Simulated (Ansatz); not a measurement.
PtS$_{4}$: geometry relaxation (part 1 of 2)

System: PtS$_{4}$ (slab, 5 atoms in the cell).
Method: DFT PBEsol, scalar-relativistic, plane waves, PAW, no spin polarisation (Ansatz 0.2.0).

The structure derives from an entry of the Crystallography Open Database. It belongs to a series of runs on one base structure; here: (0 0 1) slab, atoms relaxed.

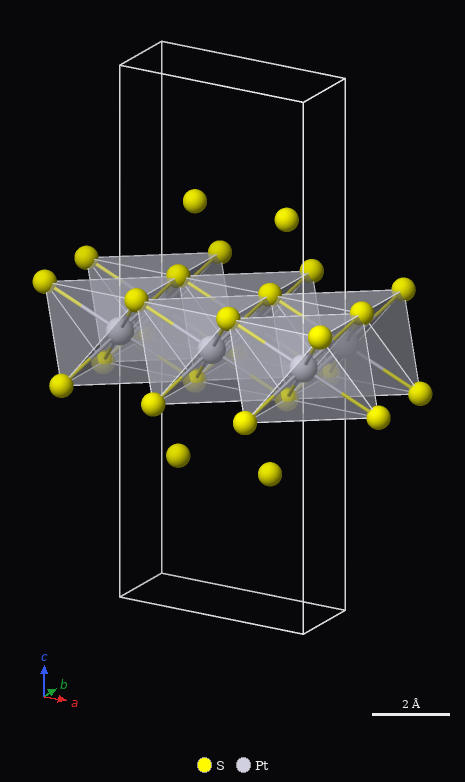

**Figure 1.** The input geometry (polyhedral view of the 2 × 1 repeat of the cell, with the vacuum cut short, seen slightly off an axis; polyhedra are completed across the faces of the cell).

Summary

| quantity | value |
| --- | --- |
| outcome | converged |
| electrons treated | 42 |
| free energy | −15920.9918 eV |
| work function, top face | 6.03 eV |
| work function, bottom face | 6.03 eV |
| Fermi energy | −0.328 eV |
| gap on the k-point mesh | none (metallic) |
| final volume | 244.59 Å³ |
| work function (upper face) | 6.03 eV |
| largest force (length of the vector) at the end | 0.018 eV/Å |
| hardware | 2 threads of Intel Xeon @ 2.90GHz (Ice Lake), 16 GiB of memory available, shared host |
| wall time | 29 s (CPU time 56 s) |
| peak memory | 0.55 GiB |

The program warns: the exchange-correlation potential is rough where the density is thin. Spin–orbit coupling is left out, which matters for Pt.

Input file
```yaml
crystal:
  lattice:
    - [3.5713268724, 0.0, 0.0]
    - [-1.7856634362, 3.0928597967, 0.0]
    - [0.0, 0.0, 22.1433901852]
  atoms:
    - { symbol: S, position: [0.3333333333, 0.6666666667, 0.3387015239] }
    - { symbol: S, position: [0.6666666667, 0.3333333333, 0.4459621717] }
    - { symbol: Pt, position: [0.0, 0.0, 0.5] }
    - { symbol: S, position: [0.3333333333, 0.6666666667, 0.5540378283] }
    - { symbol: S, position: [0.6666666667, 0.3333333333, 0.6612984761] }
basis:
  ecutwfc: 420
kpoints:
  mp_grid: { grid: [12, 12, 1] }
hamiltonian:
  xc: pbesol
scf:
  occupations: { method: gaussian, width: 0.05 }
output:
  forces: true
  eigenvalues: true
  write_density: true
  write_potential: true
  elf: true
  volumetric_format: npy
relax:
  adjacent_minimum: "off"
  f_tol: 0.02
  max_steps: 60
efield:
  axis: 3
  dipole_correction: true
  ramp_width: 0.04
```

Command:
```bash
ansatz run input.yaml --threads 2 --pin off --max-ram 4096MiB --backend cpu --events-out ev --progress --plain --runs-dir out
```

Log
```
Engine: ansatz 0.2.0, x86_64-unknown-linux-gnu
Pseudopotentials: kind: paw
Pseudopotential: S, paw, valence charge 6, recommended cutoff 420 eV (normal), S.paw.azcp
Pseudopotential: Pt, paw, valence charge 18, recommended cutoff 420 eV (normal), Pt.paw.azcp
Functional definition: PBEsol
  exchange = pbesol_x
  correlation = pbesol_c
Crystal: 5 atoms, lattice volume = 244.587 Å³
Basis set: ecut = 420 eV, 4713 PW (Γ), exchange–correlation on 48×48×300 points (8 copies of the dense FFT grid, shifted against one another)
Bands: 26, of which v1, the nominal top of the filled ones, is band 21 counted from 1 (20 counted from 0)
Symmetry: 6 space group operations
k-points: 19 of 144 (time reversal used)
Non-local potential: S, projectors of the file, l = 0: 2, l = 1: 2, l = 2: 2
Non-local potential: Pt, projectors of the file, l = 0: 3, l = 1: 2, l = 2: 2, l = 3: 1
PAW form: soft (Blöchl's): semilocal exchange-correlation on the pseudo side does not see the compensation charge
PAW frozen core: S, regenerated for the run's functional, and the local potential with it (the file was generated under x = pbe(κ = 0.804, μ = 0.2195149727645171), c = pbe(β = 0.06672455060314922))
PAW frozen core: Pt, regenerated for the run's functional, and the local potential with it (the file was generated under x = pbe(κ = 0.804, μ = 0.2195149727645171), c = pbe(β = 0.06672455060314922))
PAW one-centre angular grid: S, 110 points (default); XC on 64 Gauss nodes
PAW one-centre angular grid: Pt, 590 points (default); XC on 64 Gauss nodes
Initial density: superposition of atomic densities (neutral atoms: chi_scale 0, normalization atom), corrected by the library's trained network
Initial wavefunctions: pseudopotential atomic-orbital guess
Functional: x = pbesol(κ = 0.804, μ = 0.12345679012345678), c = pbesol(β = 0.046)
SCF iter   1: F=—  HF=-15919.817881 eV  |F-HF|=—  |Δ(HF+E_count)|=         —  Δρ=4.61e-3  dr2=8.36e-2  ethr=1.77e-3  p=0.000 e·Å  D=7.73e-14 V/Å  ΔV_dip=-0.00 eV  dr2_dipole=8.60e-6  V_vac-E_F(+/−)=6.81/6.81 eV  ⟨swp⟩=9.5  Hψ=2842  notcnv=0
efield: sawtooth ramp at fractional position 0.9800 (placed from the atoms, in the widest stretch of the axis that holds none; the zero of the levels goes with the place), width 0.0400; the density the first Hamiltonian is built on has a dipole p = 0.000 e·Å; the dipole correction subtracts the counter field D = 7.73e-14 V/Å, which shifts the + side's vacuum level by -0.00 eV against the − side's; the planar-averaged density in the ramp window peaks in size at 2.5e-5 e/Å³
preconditioner: auto → LDOS  [metal: Δε(μ)=0.023 eV  Ē_g=7.314 eV  σ=0.050 eV  W_gap=0.25  n_scr=20 (ndim 8)  ℏωp=13.8 eV  f_vac=0.526  D(μ)=6.34/eV (n_scr^D=44)  β→1.0]
SCF iter   2: F=—  HF=-15919.806977 eV  |F-HF|=—  |Δ(HF+E_count)|=   1.09e-2  Δρ=2.52e-3  dr2=1.56e-2  ethr=1.99e-4  p=0.000 e·Å  D=2.31e-5 V/Å  ΔV_dip=-0.00 eV  dr2_dipole=5.23e-6  V_vac-E_F(+/−)=6.79/6.79 eV  ⟨swp⟩=2.6  Hψ=1019  notcnv=0  defer=6
SCF iter   3: F=—  HF=-15919.806542 eV  |F-HF|=—  |Δ(HF+E_count)|=   4.36e-4  Δρ=1.06e-3  dr2=3.12e-3  ethr=3.71e-5  p=0.000 e·Å  D=2.07e-6 V/Å  ΔV_dip=-0.00 eV  dr2_dipole=7.53e-8  V_vac-E_F(+/−)=6.81/6.81 eV  ⟨swp⟩=2.1  Hψ=724  notcnv=0  defer=6
SCF iter   4: F=—  HF=-15919.806124 eV  |F-HF|=—  |Δ(HF+E_count)|=   4.18e-4  Δρ=4.14e-4  dr2=6.32e-4  ethr=7.44e-6  p=-0.000 e·Å  D=-1.85e-6 V/Å  ΔV_dip=0.00 eV  dr2_dipole=8.28e-8  V_vac-E_F(+/−)=6.81/6.81 eV  ⟨swp⟩=2.4  Hψ=733  notcnv=0  defer=6
SCF iter   5: F=—  HF=-15919.806031 eV  |F-HF|=—  |Δ(HF+E_count)|=   9.35e-5  Δρ=1.31e-4  dr2=6.63e-5  ethr=1.51e-6  p=-0.000 e·Å  D=-4.27e-7 V/Å  ΔV_dip=0.00 eV  dr2_dipole=3.32e-8  V_vac-E_F(+/−)=6.81/6.81 eV  ⟨swp⟩=2.4  Hψ=785  notcnv=0  defer=6
SCF iter   6: F=-15919.806021 eV  HF=-15919.806023 eV  |F-HF|=1.86e-6  |Δ(HF+E_count)|=   8.08e-6  Δρ=2.46e-5  dr2=3.55e-6  ethr=2.38e-8  p=-0.000 e·Å  D=-3.67e-7 V/Å  ΔV_dip=0.00 eV  dr2_dipole=1.37e-8  V_vac-E_F(+/−)=6.81/6.81 eV  ⟨swp⟩=13.4  Hψ=5007  notcnv=0
SCF 1 converged in 6 iterations: F = -15919.806021 eV  dr2 = 3.55e-6
  greatest PAW one-centre occupation: 1.000 electrons in one spin orbital (limit 2), on the Pt atom at site 2 (counted from 0), in its partial waves of l = 0
relax step   1: F+E_penalty+E_count = -15919.80602065 eV  Δ(F+E_penalty+E_count) = +0.000e0 eV  max|allowed force component| = 8.159e-1 eV/Å  Δτ_max = 0.0000 Å  (6 SCF iters, dr2 threshold 1.00e-5 eV, accepted)
Initial density: handed on by an earlier stage of this run
Initial wavefunctions: those handed on with the density
iter 1 solved again at ethr=1.89e-4 eV; its pass at ethr=3.10e-3 eV (dr2=7.95e-2 eV) is discarded
SCF iter   1: F=—  HF=-15920.189771 eV  |F-HF|=—  |Δ(HF+E_count)|=         —  Δρ=6.21e-3  dr2=7.87e-2  ethr=1.89e-4  p=-0.000 e·Å  D=-3.67e-7 V/Å  ΔV_dip=0.00 eV  dr2_dipole=1.44e-8  V_vac-E_F(+/−)=6.79/6.79 eV  ⟨swp⟩=1.7  Hψ=1984  notcnv=0  defer=6
efield: sawtooth ramp at fractional position 0.9800 (handed on by an earlier solve), width 0.0400; the density the first Hamiltonian is built on has a dipole p = -0.000 e·Å; the dipole correction subtracts the counter field D = -3.67e-7 V/Å, which shifts the + side's vacuum level by +0.00 eV against the − side's; the planar-averaged density in the ramp window peaks in size at 1.5e-6 e/Å³
preconditioner: auto → LDOS  [insulator: Δε(μ)=0.073 eV  Ē_g=7.401 eV  σ=0.050 eV  W_gap=0.65  n_scr=20 (ndim 8)  ℏωp=13.8 eV  f_vac=0.542  D(μ)=3.31/eV (n_scr^D=10)  ε∞_Penn≈4.5  β→1.0]
SCF iter   2: F=—  HF=-15920.183723 eV  |F-HF|=—  |Δ(HF+E_count)|=   6.05e-3  Δρ=4.25e-3  dr2=6.53e-2  ethr=1.87e-4  p=0.000 e·Å  D=1.78e-6 V/Å  ΔV_dip=-0.00 eV  dr2_dipole=8.81e-9  V_vac-E_F(+/−)=6.73/6.73 eV  ⟨swp⟩=2.9  Hψ=922  notcnv=0  defer=6
SCF iter   3: F=—  HF=-15920.170019 eV  |F-HF|=—  |Δ(HF+E_count)|=   1.37e-2  Δρ=6.45e-4  dr2=1.32e-3  ethr=1.56e-4  p=0.000 e·Å  D=3.95e-7 V/Å  ΔV_dip=-0.00 eV  dr2_dipole=8.56e-14  V_vac-E_F(+/−)=6.70/6.70 eV  ⟨swp⟩=2.1  Hψ=822  notcnv=0  defer=6
SCF iter   4: F=—  HF=-15920.169887 eV  |F-HF|=—  |Δ(HF+E_count)|=   1.32e-4  Δρ=1.85e-4  dr2=9.93e-5  ethr=3.15e-6  p=0.000 e·Å  D=1.85e-7 V/Å  ΔV_dip=-0.00 eV  dr2_dipole=2.55e-11  V_vac-E_F(+/−)=6.68/6.68 eV  ⟨swp⟩=2.6  Hψ=1037  notcnv=0  defer=6
SCF iter   5: F=-15920.169911 eV  HF=-15920.169908 eV  |F-HF|=3.23e-6  |Δ(HF+E_count)|=   2.10e-5  Δρ=3.94e-5  dr2=6.53e-6  ethr=9.91e-8  p=0.000 e·Å  D=1.35e-7 V/Å  ΔV_dip=-0.00 eV  dr2_dipole=4.68e-12  V_vac-E_F(+/−)=6.68/6.68 eV  ⟨swp⟩=16.9  Hψ=5617  notcnv=0
SCF 2 converged in 5 iterations: F = -15920.169911 eV  dr2 = 6.53e-6
relax step   2: F+E_penalty+E_count = -15920.16991097 eV  Δ(F+E_penalty+E_count) = -3.639e-1 eV  max|allowed force component| = 8.795e-1 eV/Å  Δτ_max = 0.1957 Å  (5 SCF iters, dr2 threshold 4.16e-5 eV, accepted)
SCF iter   1: F=—  HF=-15920.680179 eV  |F-HF|=—  |Δ(HF+E_count)|=         —  Δρ=8.31e-3  dr2=2.34e-1  ethr=2.16e-3  p=0.000 e·Å  D=1.35e-7 V/Å  ΔV_dip=-0.00 eV  dr2_dipole=2.04e-10  V_vac-E_F(+/−)=6.53/6.53 eV  ⟨swp⟩=4.2  Hψ=1570  notcnv=0  defer=7
efield: sawtooth ramp at fractional position 0.9800 (handed on by an earlier solve), width 0.0400; the density the first Hamiltonian is built on has a dipole p = 0.000 e·Å; the dipole correction subtracts the counter field D = 1.35e-7 V/Å, which shifts the + side's vacuum level by -0.00 eV against the − side's; the planar-averaged density in the ramp window peaks in size at 1.4e-6 e/Å³
preconditioner: auto → LDOS  [metal: Δε(μ)=0.028 eV  Ē_g=7.486 eV  σ=0.050 eV  W_gap=0.30  n_scr=20 (ndim 8)  ℏωp=13.8 eV  f_vac=0.560  D(μ)=6.68/eV (n_scr^D=56)  β→1.0]
SCF iter   2: F=—  HF=-15920.652189 eV  |F-HF|=—  |Δ(HF+E_count)|=   2.80e-2  Δρ=4.38e-3  dr2=5.34e-2  ethr=5.58e-4  p=0.000 e·Å  D=1.82e-7 V/Å  ΔV_dip=-0.00 eV  dr2_dipole=2.97e-11  V_vac-E_F(+/−)=6.45/6.45 eV  ⟨swp⟩=2.5  Hψ=998  notcnv=0  defer=7
SCF iter   3: F=—  HF=-15920.641041 eV  |F-HF|=—  |Δ(HF+E_count)|=   1.11e-2  Δρ=8.76e-4  dr2=4.82e-3  ethr=1.27e-4  p=0.000 e·Å  D=1.63e-7 V/Å  ΔV_dip=-0.00 eV  dr2_dipole=8.48e-11  V_vac-E_F(+/−)=6.43/6.43 eV  ⟨swp⟩=2.5  Hψ=854  notcnv=0  defer=7
SCF iter   4: F=—  HF=-15920.640769 eV  |F-HF|=—  |Δ(HF+E_count)|=   2.72e-4  Δρ=1.48e-4  dr2=4.57e-4  ethr=1.15e-5  p=0.000 e·Å  D=2.16e-7 V/Å  ΔV_dip=-0.00 eV  dr2_dipole=8.99e-12  V_vac-E_F(+/−)=6.40/6.40 eV  ⟨swp⟩=1.9  Hψ=696  notcnv=0  defer=7
SCF iter   5: F=-15920.640717 eV  HF=-15920.640730 eV  |F-HF|=1.32e-5  |Δ(HF+E_count)|=   3.81e-5  Δρ=8.07e-5  dr2=2.75e-5  ethr=1.15e-7  p=0.000 e·Å  D=1.55e-7 V/Å  ΔV_dip=-0.00 eV  dr2_dipole=3.01e-11  V_vac-E_F(+/−)=6.38/6.38 eV  ⟨swp⟩=16.1  Hψ=5435  notcnv=0
SCF 3 converged in 5 iterations: F = -15920.640717 eV  dr2 = 2.75e-5
relax step   3: F+E_penalty+E_count = -15920.64071725 eV  Δ(F+E_penalty+E_count) = -4.708e-1 eV  max|allowed force component| = 9.013e-1 eV/Å  Δτ_max = 0.1950 Å  (5 SCF iters, dr2 threshold 4.83e-5 eV, accepted)
iter 1 solved again at ethr=7.27e-4 eV; its pass at ethr=3.10e-3 eV (dr2=3.05e-1 eV) is discarded
SCF iter   1: F=—  HF=-15920.982249 eV  |F-HF|=—  |Δ(HF+E_count)|=         —  Δρ=7.06e-3  dr2=3.13e-1  ethr=7.27e-4  p=0.000 e·Å  D=1.55e-7 V/Å  ΔV_dip=-0.00 eV  dr2_dipole=6.75e-11  V_vac-E_F(+/−)=6.16/6.16 eV  ⟨swp⟩=1.4  Hψ=2109  notcnv=0  defer=7
efield: sawtooth ramp at fractional position 0.9800 (handed on by an earlier solve), width 0.0400; the density the first Hamiltonian is built on has a dipole p = 0.000 e·Å; the dipole correction subtracts the counter field D = 1.55e-7 V/Å, which shifts the + side's vacuum level by -0.00 eV against the − side's; the planar-averaged density in the ramp window peaks in size at 1.4e-6 e/Å³
preconditioner: auto → LDOS  [metal: Δε(μ)=0.010 eV  Ē_g=7.705 eV  σ=0.050 eV  W_gap=0.11  n_scr=20 (ndim 8)  ℏωp=13.8 eV  f_vac=0.578  D(μ)=6.54/eV (n_scr^D=44)  β→1.0]
SCF iter   2: F=—  HF=-15920.948042 eV  |F-HF|=—  |Δ(HF+E_count)|=   3.42e-2  Δρ=3.77e-3  dr2=3.38e-2  ethr=7.27e-4  p=0.000 e·Å  D=3.90e-7 V/Å  ΔV_dip=-0.00 eV  dr2_dipole=6.08e-12  V_vac-E_F(+/−)=6.13/6.13 eV  ⟨swp⟩=2.0  Hψ=765  notcnv=0  defer=7
SCF iter   3: F=—  HF=-15920.944404 eV  |F-HF|=—  |Δ(HF+E_count)|=   3.64e-3  Δρ=1.41e-3  dr2=1.02e-2  ethr=8.05e-5  p=0.000 e·Å  D=1.15e-7 V/Å  ΔV_dip=-0.00 eV  dr2_dipole=4.51e-12  V_vac-E_F(+/−)=6.11/6.11 eV  ⟨swp⟩=2.2  Hψ=1095  notcnv=0  defer=7
SCF iter   4: F=—  HF=-15920.943635 eV  |F-HF|=—  |Δ(HF+E_count)|=   7.69e-4  Δρ=3.22e-4  dr2=1.11e-3  ethr=2.44e-5  p=0.000 e·Å  D=1.86e-8 V/Å  ΔV_dip=-0.00 eV  dr2_dipole=1.07e-12  V_vac-E_F(+/−)=6.11/6.11 eV  ⟨swp⟩=2.1  Hψ=607  notcnv=0  defer=7
SCF iter   5: F=-15920.943514 eV  HF=-15920.943561 eV  |F-HF|=4.62e-5  |Δ(HF+E_count)|=   7.46e-5  Δρ=7.35e-5  dr2=6.84e-5  ethr=2.38e-7  p=0.000 e·Å  D=4.80e-9 V/Å  ΔV_dip=-0.00 eV  dr2_dipole=2.84e-14  V_vac-E_F(+/−)=6.10/6.10 eV  ⟨swp⟩=17.1  Hψ=5709  notcnv=0
SCF 4 converged in 5 iterations: F = -15920.943514 eV  dr2 = 6.84e-5
relax step   4: F+E_penalty+E_count = -15920.94351434 eV  Δ(F+E_penalty+E_count) = -3.028e-1 eV  max|allowed force component| = 3.489e-1 eV/Å  Δτ_max = 0.1950 Å  (5 SCF iters, dr2 threshold 1.00e-4 eV, accepted)
iter 1 solved again at ethr=5.01e-5 eV; its pass at ethr=3.10e-3 eV (dr2=2.10e-2 eV) is discarded
SCF iter   1: F=—  HF=-15920.970869 eV  |F-HF|=—  |Δ(HF+E_count)|=         —  Δρ=3.76e-3  dr2=1.86e-2  ethr=5.01e-5  p=0.000 e·Å  D=4.80e-9 V/Å  ΔV_dip=-0.00 eV  dr2_dipole=3.32e-13  V_vac-E_F(+/−)=6.04/6.04 eV  ⟨swp⟩=2.1  Hψ=2473  notcnv=0  defer=6
efield: sawtooth ramp at fractional position 0.9800 (handed on by an earlier solve), width 0.0400; the density the first Hamiltonian is built on has a dipole p = 0.000 e·Å; the dipole correction subtracts the counter field D = 4.80e-9 V/Å, which shifts the + side's vacuum level by -0.00 eV against the − side's; the planar-averaged density in the ramp window peaks in size at 1.4e-6 e/Å³
preconditioner: auto → LDOS  [metal: Δε(μ)=0.026 eV  Ē_g=8.040 eV  σ=0.050 eV  W_gap=0.29  n_scr=20 (ndim 8)  ℏωp=13.8 eV  f_vac=0.596  D(μ)=3.03/eV (n_scr^D=10)  β→1.0]
SCF iter   2: F=—  HF=-15920.969046 eV  |F-HF|=—  |Δ(HF+E_count)|=   1.82e-3  Δρ=1.24e-3  dr2=6.84e-3  ethr=4.44e-5  p=-0.000 e·Å  D=-1.07e-7 V/Å  ΔV_dip=0.00 eV  dr2_dipole=3.59e-13  V_vac-E_F(+/−)=6.04/6.04 eV  ⟨swp⟩=2.0  Hψ=834  notcnv=0  defer=6
SCF iter   3: F=—  HF=-15920.968585 eV  |F-HF|=—  |Δ(HF+E_count)|=   4.61e-4  Δρ=8.12e-4  dr2=3.10e-3  ethr=1.63e-5  p=0.000 e·Å  D=8.58e-8 V/Å  ΔV_dip=-0.00 eV  dr2_dipole=3.18e-14  V_vac-E_F(+/−)=6.01/6.01 eV  ⟨swp⟩=2.1  Hψ=756  notcnv=0  defer=6
SCF iter   4: F=—  HF=-15920.968229 eV  |F-HF|=—  |Δ(HF+E_count)|=   3.56e-4  Δρ=1.86e-4  dr2=1.31e-4  ethr=7.38e-6  p=0.000 e·Å  D=1.09e-7 V/Å  ΔV_dip=-0.00 eV  dr2_dipole=5.23e-13  V_vac-E_F(+/−)=6.02/6.02 eV  ⟨swp⟩=2.4  Hψ=657  notcnv=0  defer=6
SCF iter   5: F=-15920.968205 eV  HF=-15920.968207 eV  |F-HF|=2.25e-6  |Δ(HF+E_count)|=   2.21e-5  Δρ=5.08e-5  dr2=7.66e-6  ethr=4.34e-8  p=0.000 e·Å  D=5.42e-8 V/Å  ΔV_dip=-0.00 eV  dr2_dipole=1.42e-13  V_vac-E_F(+/−)=6.02/6.02 eV  ⟨swp⟩=16.2  Hψ=5615  notcnv=0
SCF 5 converged in 5 iterations: F = -15920.968205 eV  dr2 = 7.66e-6
relax step   5: F+E_penalty+E_count = -15920.96820469 eV  Δ(F+E_penalty+E_count) = -2.469e-2 eV  max|allowed force component| = 2.209e-1 eV/Å  Δτ_max = 0.1945 Å  (5 SCF iters, dr2 threshold 1.82e-5 eV, accepted)
```
